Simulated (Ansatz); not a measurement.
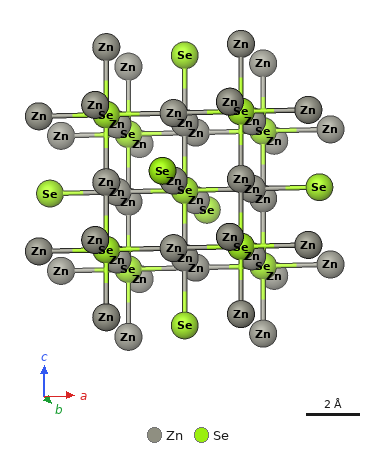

This is the input geometry for a relaxation of a crystal of Zn$_{3}$Se (a generated structure, set up in Im-3m) (coarse preliminary run). The picture is a ball-and-stick view of the conventional cell (2 times the calculation's cell), seen from a free direction. Lengths and directions refer to the drawn axes.

All numbers below come from DFT PBE, scalar-relativistic, plane waves, PAW (Ansatz 0.2.0).

Input file:
```yaml
crystal:
  lattice:
    - [-2.61214951, 2.61214951, 2.61214951]
    - [2.61214951, -2.61214951, 2.61214951]
    - [2.61214951, 2.61214951, -2.61214951]
  atoms:
    - { symbol: Zn, position: [0.0, 0.5, 0.5] }
    - { symbol: Zn, position: [0.5, 0.0, 0.5] }
    - { symbol: Zn, position: [0.5, 0.5, 0.0] }
    - { symbol: Se, position: [0.0, 0.0, 0.0] }
basis:
  ecutwfc: 420
kpoints:
  mp_grid: { grid: [6, 6, 6] }
hamiltonian:
  xc: pbe
scf:
  occupations: { method: gaussian, width: 0.1 }
  lower_state_search: "off"
output:
  forces: true
  stress: true
  eigenvalues: true
relax:
  adjacent_minimum: "off"
  f_tol: 0.04
  max_steps: 70
  cell: { stress_tol: 0.4 }
```

Launched with:
```bash
ansatz run input.yaml --threads 1 --pin off --max-ram 2560MiB --backend cpu --events-out ev --progress --plain --runs-dir out
```

Q: Predict the outcome.

A: No atom moves by more than 0.005 Å relative to the cell. Cell: a = b = c 5.224 → 5.410 Å (+3.6 %). Volume +11.1 %. Among the contacts that change: Zn1–Se4 2.612 → 2.705 Å. The space group stays Im-3m (No. 229). Over 2 accepted moves (3 points after the start) the energy falls by 0.148 eV per cell of the calculation. All forces vanish by symmetry, so only the cell relaxes. Pressure: 6.34 GPa at the start and 0.30 GPa at the end. At 1 point the geometry stayed and the basis and grid were re-selected for the new cell (energy shift of 2.8 meV per cell of the calculation at most each time).

The structure at the end:

```
CELL_PARAMETERS angstrom
-2.70503 2.70503 2.70503
2.70503 -2.70503 2.70503
2.70503 2.70503 -2.70503
ATOMIC_POSITIONS crystal
Zn 0.00000 0.50000 0.50000
Zn 0.50000 0.00000 0.50000
Zn 0.50000 0.50000 0.00000
Se 0.00000 0.00000 0.00000
```

The end point in the same view:

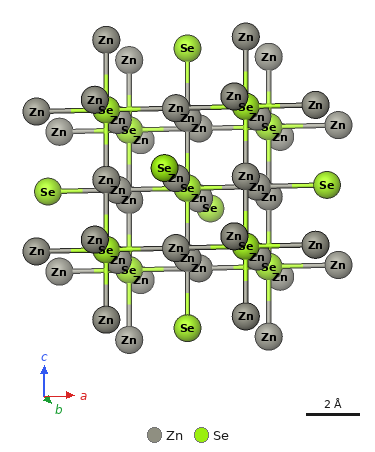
